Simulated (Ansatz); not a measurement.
**Geometry relaxation, with input and output: Ti12H (part 2 of 2)**

The same run, continued: Ti12H (slab, 13 atoms in the cell); DFT PBE, scalar-relativistic, plane waves, PAW, PAW set soft_1, no spin polarisation (Ansatz 0.2.0); cutoff 420 eV, 5×5×1 k-mesh, Gaussian smearing of 0.1 eV. The structure derives from an entry of the Crystallography Open Database. The input holds or restrains some coordinates. Forces given for the steps count only the free coordinates.

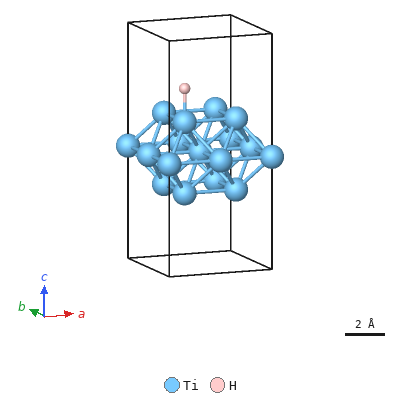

*The geometry at step 3 of the log (ball-and-stick view of the cell of the calculation, with the vacuum cut short, seen slightly off an axis).*

```
SCF converged after 3 iterations
Free energy (F): -30004.362666 eV
Harris-Foulkes:  -30004.362666 eV  (|F-HF|=1.73e-8)
Internal energy: -30004.214450 eV  (E = F + TS)
E sigma→0 (E₀):  -30004.288558 eV
Entropy (-TS):   -0.148215 eV (-11.401 meV/atom)
Fermi energy:    1.540479 eV
Dipole field:    D = -0.034046 V/Å  (p = -0.122832 e·Å, saw-weighted, corrected)
Work function:   Φ+ = 4.4677 eV   Φ− = 3.8104 eV
Levels:          The Fermi level and band energies are counted from a zero that moves with the ramp; work functions are not
--- Per-component energies (eV) ---
  E_band       = -3570.802732
  E_kinetic    = 3385.634335
  E_local      = -101387.513758  (includes V_loc(G=0)·N_el)
  E_nonlocal   = 732.195729
  E_hartree    = 48771.431057
  E_xc         = -1395.149732
  E_vxc        = -1746.456483  (∫ρ·V_xc dr)
  E_paw        = -12509.967706  (= ΣΔE_a)
  E_vpaw       = -2093.213367  (= ΣTr[D̂ρ^β])
  E_aug_tail   = -0.001822  (compensation charges beyond the density's cutoff)
  E_efield     = 0.002091  (sawtooth field / dipole correction)
  E_vefield    = -4.308644  (∫n·V_field dr)
  E_ewald      = 32399.155356
  E_smearing   = -0.148215  (= −TS)
  E_closure    = -0.000000  (closes the sum)
  Σ components = -30004.362666   (vs F -30004.362666, Δ=0.00e0)
--- Forces (eV/Å), atoms counted from 1 ---
  atom   1  Ti     0.00000000     0.00000000    -0.08945883
  atom   2  Ti    -0.00000000     0.00000000    -0.00148508
  atom   3  Ti     0.00000000     0.00000000    -0.00148508
  atom   4  Ti    -0.00000000     0.00000000     0.03802427
  atom   5  Ti    -0.12830993    -0.12830993    -0.04648774
  atom   6  Ti    -0.12830993     0.12830993    -0.04648774
  atom   7  Ti     0.12830993    -0.12830993    -0.04648774
  atom   8  Ti     0.12830993     0.12830993    -0.04648774
  atom   9  Ti     0.00000000     0.00000000     0.06006991
  atom  10  Ti    -0.00000000     0.00000000     0.18100501
  atom  11  Ti     0.00000000     0.00000000     0.18100501
  atom  12  Ti    -0.00000000     0.00000000    -0.18446206
  atom  13  H      0.00000000     0.00000000     0.00257062
  max |Σ_I F_I| component: 1.67e-4 eV/Å
--- Band table (eV; the first three rows and the last of 6) ---
  k-point 0: bands = ["-55.2667", "-55.2347", "-55.2098", "-55.1986", "-55.1640", "-55.1567", "-55.1201", "-55.0067", "-54.7889", "-54.7661", "-54.7661", "-54.7250", "-31.7533", "-31.7452", "-31.7173", "-31.7173", "-31.6833", "-31.6620", "-31.6620", "-31.6156", "-31.6103", "-31.6103", "-31.5787", "-31.5773", "-31.5616", "-31.5616", "-31.5047", "-31.3125", "-31.3004", "-31.3004", "-31.2521", "-31.2521", "-31.2128", "-31.2128", "-31.2045", "-31.2045", "-31.1279", "-31.1279", "-31.1189", "-31.0708", "-30.9789", "-30.9256", "-30.9104", "-30.9104", "-30.8846", "-30.8764", "-30.8687", "-30.8687", "-3.7847", "-2.1742", "-1.1116", "-0.8817", "-0.8570", "-0.8570", "-0.6065", "-0.5734", "-0.4730", "-0.3440", "-0.0687", "0.0102", "0.1703", "0.2018", "0.2045", "0.2045", "0.9357", "1.2603", "1.2603", "1.4006", "1.4006", "1.5041", "1.5041", "1.5423", "1.5502", "1.5758", "2.2958", "2.3055", "2.3801", "2.3844", "2.3844", "2.4085", "2.4085", "2.4172", "2.4344", "2.4994", "2.4994", "2.6403", "2.6403"]
  k-point 1: bands = ["-55.2630", "-55.2354", "-55.2053", "-55.2008", "-55.1665", "-55.1552", "-55.1239", "-55.0075", "-54.7866", "-54.7682", "-54.7622", "-54.7290", "-31.7416", "-31.7352", "-31.7055", "-31.6895", "-31.6782", "-31.6533", "-31.6417", "-31.6162", "-31.6117", "-31.5804", "-31.5776", "-31.5759", "-31.5733", "-31.5321", "-31.5084", "-31.3367", "-31.3200", "-31.2957", "-31.2939", "-31.2499", "-31.2499", "-31.2403", "-31.2150", "-31.2094", "-31.1195", "-31.1102", "-31.1032", "-31.0618", "-30.9706", "-30.9172", "-30.9155", "-30.9096", "-30.9090", "-30.8946", "-30.8784", "-30.8694", "-3.5777", "-2.0059", "-1.2978", "-0.9714", "-0.8001", "-0.6931", "-0.5441", "-0.4759", "-0.4117", "-0.2442", "0.0245", "0.0526", "0.2461", "0.2552", "0.2645", "0.3365", "0.9887", "1.0845", "1.1414", "1.2132", "1.2565", "1.3742", "1.4488", "1.5038", "1.5700", "1.6875", "1.9428", "2.0481", "2.2487", "2.3691", "2.4296", "2.4684", "2.4786", "2.4947", "2.5195", "2.5633", "2.5879", "2.6658", "2.7566"]
  k-point 2: bands = ["-55.2549", "-55.2384", "-55.2046", "-55.1934", "-55.1781", "-55.1464", "-55.1337", "-55.0088", "-54.7809", "-54.7737", "-54.7520", "-54.7393", "-31.7162", "-31.7114", "-31.6791", "-31.6769", "-31.6505", "-31.6391", "-31.6376", "-31.6173", "-31.6051", "-31.5991", "-31.5534", "-31.5438", "-31.5015", "-31.4987", "-31.4499", "-31.4219", "-31.4025", "-31.3632", "-31.3196", "-31.2910", "-31.2865", "-31.2453", "-31.2229", "-31.2158", "-31.1006", "-31.0846", "-31.0565", "-31.0352", "-30.9791", "-30.9685", "-30.9504", "-30.9299", "-30.9074", "-30.8966", "-30.8753", "-30.8715", "-2.9958", "-2.1597", "-1.5696", "-1.0168", "-0.5884", "-0.4175", "-0.3304", "-0.2616", "-0.2002", "-0.0431", "0.0585", "0.2039", "0.2754", "0.3072", "0.5204", "0.6316", "0.7144", "0.8072", "0.8357", "0.8825", "1.1423", "1.2899", "1.4522", "1.5100", "1.5819", "1.6141", "1.6703", "1.7420", "2.1027", "2.4530", "2.5049", "2.5440", "2.6260", "2.6370", "2.6905", "2.7294", "2.7853", "2.7997", "2.8897"]
  k-point 5: bands = ["-55.2424", "-55.2370", "-55.2164", "-55.1778", "-55.1664", "-55.1596", "-55.1483", "-55.0109", "-54.7709", "-54.7624", "-54.7614", "-54.7512", "-31.6911", "-31.6908", "-31.6729", "-31.6211", "-31.6126", "-31.6088", "-31.5823", "-31.5476", "-31.5471", "-31.5333", "-31.5317", "-31.4998", "-31.4968", "-31.4720", "-31.4630", "-31.4290", "-31.4270", "-31.3843", "-31.3751", "-31.3682", "-31.3586", "-31.3277", "-31.3238", "-31.3015", "-31.0436", "-31.0434", "-31.0382", "-31.0217", "-30.9753", "-30.9695", "-30.9652", "-30.9624", "-30.9249", "-30.9102", "-30.9095", "-30.8954", "-2.2822", "-1.6332", "-1.4913", "-1.1189", "-0.8779", "-0.4752", "-0.1423", "0.0049", "0.0845", "0.2706", "0.3759", "0.3789", "0.3932", "0.6743", "0.7321", "0.7557", "0.7915", "0.9797", "1.0650", "1.0737", "1.0967", "1.1624", "1.2589", "1.3659", "1.3730", "1.3997", "1.4675", "1.5915", "1.9143", "2.1711", "2.2238", "2.2428", "2.3366", "2.4356", "2.4936", "2.5015", "2.5266", "2.5451", "2.5654"]
--- Relaxed structure (5 steps of the walk, 5 accepted, 0 SCFs on fresh bases) ---
  F+E_penalty+E_count = -30004.36266585 eV   max|allowed force component| = 2.571e-3 eV/Å
  atoms:
    - { symbol: Ti, position: [0.25, 0.25, 0.2071896621] }
    - { symbol: Ti, position: [0.25, 0.7499999999999999, 0.2071896621] }
    - { symbol: Ti, position: [0.7499999999999999, 0.25, 0.2071896621] }
    - { symbol: Ti, position: [0.7499999999999999, 0.7499999999999999, 0.2071896621] }
    - { symbol: Ti, position: [0.0, 0.0, 0.3057583574] }
    - { symbol: Ti, position: [0.0, 0.5, 0.3057583574] }
    - { symbol: Ti, position: [0.5, 0.0, 0.3057583574] }
    - { symbol: Ti, position: [0.5, 0.5, 0.3057583574] }
    - { symbol: Ti, position: [0.25, 0.25, 0.4043297214] }
    - { symbol: Ti, position: [0.25, 0.7499999999999999, 0.4043297214] }
    - { symbol: Ti, position: [0.7499999999999999, 0.25, 0.4043297214] }
    - { symbol: Ti, position: [0.7499999999999999, 0.7499999999999999, 0.4043297214] }
    - { symbol: H, position: [0.25, 0.25, 0.4982894975355975] }
```

**Trajectory as extended XYZ (Å, eV, eV/Å), 5 frames, from step=1 to step=5**
```
13
Lattice="5.8151 0.0000 0.0000 0.0000 5.8151 0.0000 0.0000 0.0000 19.3060" Properties=species:S:1:pos:R:3:forces:R:3 step=1 energy=-30004.32722
Ti    1.4538    1.4538    4.0000    0.0000   0.0000  -0.0793
Ti    1.4538    4.3613    4.0000    0.0000   0.0000   0.0004
Ti    4.3613    1.4538    4.0000    0.0000   0.0000   0.0004
Ti    4.3613    4.3613    4.0000    0.0000   0.0000   0.0351
Ti    0.0000    0.0000    5.9030   -0.1198  -0.1198  -0.0441
Ti    0.0000    2.9075    5.9030   -0.1198   0.1198  -0.0441
Ti    2.9075    0.0000    5.9030    0.1198  -0.1198  -0.0441
Ti    2.9075    2.9075    5.9030    0.1198   0.1198  -0.0441
Ti    1.4538    1.4538    7.8060    0.0000   0.0000   0.6132
Ti    1.4538    4.3613    7.8060    0.0000   0.0000   0.2031
Ti    4.3613    1.4538    7.8060    0.0000   0.0000   0.2031
Ti    4.3613    4.3613    7.8060    0.0000   0.0000  -0.1706
H     1.4538    1.4538    9.7260    0.0000   0.0000  -0.6294
13
Lattice="5.8151 0.0000 0.0000 0.0000 5.8151 0.0000 0.0000 0.0000 19.3060" Properties=species:S:1:pos:R:3:forces:R:3 step=2 energy=-30004.33053
Ti    1.4538    1.4538    4.0000    0.0000   0.0000  -0.0991
Ti    1.4538    4.3613    4.0000    0.0000   0.0000  -0.0027
Ti    4.3613    1.4538    4.0000    0.0000   0.0000  -0.0027
Ti    4.3613    4.3613    4.0000    0.0000   0.0000   0.0418
Ti    0.0000    0.0000    5.9030   -0.1360  -0.1360  -0.0477
Ti    0.0000    2.9075    5.9030   -0.1360   0.1360  -0.0477
Ti    2.9075    0.0000    5.9030    0.1360  -0.1360  -0.0477
Ti    2.9075    2.9075    5.9030    0.1360   0.1360  -0.0477
Ti    1.4538    1.4538    7.8060    0.0000   0.0000  -0.6287
Ti    1.4538    4.3613    7.8060    0.0000   0.0000   0.1594
Ti    4.3613    1.4538    7.8060    0.0000   0.0000   0.1594
Ti    4.3613    4.3613    7.8060    0.0000   0.0000  -0.1956
H     1.4538    1.4538    9.5310    0.0000   0.0000   0.7597
13
Lattice="5.8151 0.0000 0.0000 0.0000 5.8151 0.0000 0.0000 0.0000 19.3060" Properties=species:S:1:pos:R:3:forces:R:3 step=3 energy=-30004.36172
Ti    1.4538    1.4538    4.0000    0.0000   0.0000  -0.0903
Ti    1.4538    4.3613    4.0000    0.0000   0.0000  -0.0012
Ti    4.3613    1.4538    4.0000    0.0000   0.0000  -0.0012
Ti    4.3613    4.3613    4.0000    0.0000   0.0000   0.0390
Ti    0.0000    0.0000    5.9030   -0.1297  -0.1297  -0.0474
Ti    0.0000    2.9075    5.9030   -0.1297   0.1297  -0.0474
Ti    2.9075    0.0000    5.9030    0.1297  -0.1297  -0.0474
Ti    2.9075    2.9075    5.9030    0.1297   0.1297  -0.0474
Ti    1.4538    1.4538    7.8060    0.0000   0.0000  -0.0445
Ti    1.4538    4.3613    7.8060    0.0000   0.0000   0.1762
Ti    4.3613    1.4538    7.8060    0.0000   0.0000   0.1762
Ti    4.3613    4.3613    7.8060    0.0000   0.0000  -0.1879
H     1.4538    1.4538    9.6045    0.0000   0.0000   0.1191
13
Lattice="5.8151 0.0000 0.0000 0.0000 5.8151 0.0000 0.0000 0.0000 19.3060" Properties=species:S:1:pos:R:3:forces:R:3 step=4 energy=-30004.36267
Ti    1.4538    1.4538    4.0000    0.0000   0.0000  -0.0894
Ti    1.4538    4.3613    4.0000    0.0000   0.0000  -0.0015
Ti    4.3613    1.4538    4.0000    0.0000   0.0000  -0.0015
Ti    4.3613    4.3613    4.0000    0.0000   0.0000   0.0380
Ti    0.0000    0.0000    5.9030   -0.1283  -0.1283  -0.0466
Ti    0.0000    2.9075    5.9030   -0.1283   0.1283  -0.0466
Ti    2.9075    0.0000    5.9030    0.1283  -0.1283  -0.0466
Ti    2.9075    2.9075    5.9030    0.1283   0.1283  -0.0466
Ti    1.4538    1.4538    7.8060    0.0000   0.0000   0.0600
Ti    1.4538    4.3613    7.8060    0.0000   0.0000   0.1810
Ti    4.3613    1.4538    7.8060    0.0000   0.0000   0.1810
Ti    4.3613    4.3613    7.8060    0.0000   0.0000  -0.1845
H     1.4538    1.4538    9.6200    0.0000   0.0000   0.0027
13
Lattice="5.8151 0.0000 0.0000 0.0000 5.8151 0.0000 0.0000 0.0000 19.3060" Properties=species:S:1:pos:R:3:forces:R:3 step=5 energy=-30004.36267
Ti    1.4538    1.4538    4.0000    0.0000   0.0000  -0.0895
Ti    1.4538    4.3613    4.0000    0.0000   0.0000  -0.0015
Ti    4.3613    1.4538    4.0000    0.0000   0.0000  -0.0015
Ti    4.3613    4.3613    4.0000    0.0000   0.0000   0.0380
Ti    0.0000    0.0000    5.9030   -0.1283  -0.1283  -0.0465
Ti    0.0000    2.9075    5.9030   -0.1283   0.1283  -0.0465
Ti    2.9075    0.0000    5.9030    0.1283  -0.1283  -0.0465
Ti    2.9075    2.9075    5.9030    0.1283   0.1283  -0.0465
Ti    1.4538    1.4538    7.8060    0.0000   0.0000   0.0601
Ti    1.4538    4.3613    7.8060    0.0000   0.0000   0.1810
Ti    4.3613    1.4538    7.8060    0.0000   0.0000   0.1810
Ti    4.3613    4.3613    7.8060    0.0000   0.0000  -0.1845
H     1.4538    1.4538    9.6200    0.0000   0.0000   0.0026
```

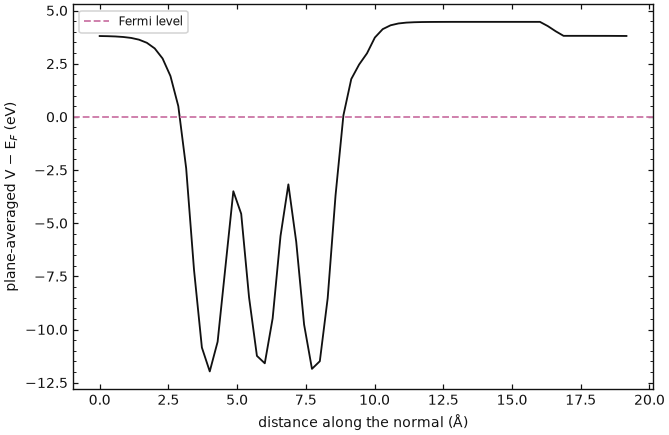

*Plane average of the electrostatic potential energy of an electron across the cell, from the Fermi level.*

The vacuum level lies 4.47 eV above the Fermi level on the upper side and 3.81 eV on the lower.

The run was set up as follows.

**Input**
```yaml
crystal:
  lattice:
    - [5.8150893847, 0.0, 0.0]
    - [0.0, 5.8150893847, 0.0]
    - [0.0, 0.0, 19.3059825436]
  atoms:
    - { symbol: Ti, position: [0.25, 0.25, 0.2071896621] }
    - { symbol: Ti, position: [0.25, 0.75, 0.2071896621] }
    - { symbol: Ti, position: [0.75, 0.25, 0.2071896621] }
    - { symbol: Ti, position: [0.75, 0.75, 0.2071896621] }
    - { symbol: Ti, position: [0.0, 0.0, 0.3057583574] }
    - { symbol: Ti, position: [0.0, 0.5, 0.3057583574] }
    - { symbol: Ti, position: [0.5, 0.0, 0.3057583574] }
    - { symbol: Ti, position: [0.5, 0.5, 0.3057583574] }
    - { symbol: Ti, position: [0.25, 0.25, 0.4043297214] }
    - { symbol: Ti, position: [0.25, 0.75, 0.4043297214] }
    - { symbol: Ti, position: [0.75, 0.25, 0.4043297214] }
    - { symbol: Ti, position: [0.75, 0.75, 0.4043297214] }
    - { symbol: H, position: [0.25, 0.25, 0.5037807592] }
basis:
  ecutwfc: 420
kpoints:
  mp_grid: { grid: [5, 5, 1] }
hamiltonian:
  xc: pbe
  pseudopotentials: { kind: paw, azcp: { folder: soft_1 } }
scf:
  occupations: { method: gaussian, width: 0.1 }
output:
  forces: true
  eigenvalues: true
relax:
  adjacent_minimum: "off"
  f_tol: 0.025
  max_steps: 16
  constraints:
    - { sites: [0, 1, 2, 3, 4, 5, 6, 7, 8, 9, 10, 11] }
    - { sites: [12], fix: xy }
efield:
  axis: 3
  dipole_correction: true
  ramp_width: 0.04
```

Command:
```bash
ansatz run input.yaml --threads 4 --pin off --max-ram 12288MiB --backend cpu --events-out ev --progress --plain --runs-dir out
```

**Results in brief**

| quantity | value |
| --- | --- |
| outcome | converged under the restraints of the input |
| electrons treated | 145 |
| free energy | −30004.3627 eV |
| work function, top face | 4.47 eV |
| work function, bottom face | 3.81 eV |
| Fermi energy | 1.540 eV |
| gap on the k-point mesh | none (metallic) |
| final volume | 652.84 Å³ |
| work function (upper face) | 4.47 eV |
| largest force (length of the vector) at the end, held atoms and coordinates included | 0.187 eV/Å |
| hardware | 4 threads of Arm Neoverse V1, 24 GiB of memory available, shared host |
| wall time | 52 s (CPU time 3.4 min) |
| peak memory | 1.4 GiB |

Notes on the run: the density in the vacuum is higher than it should be, so vacuum levels may be off.
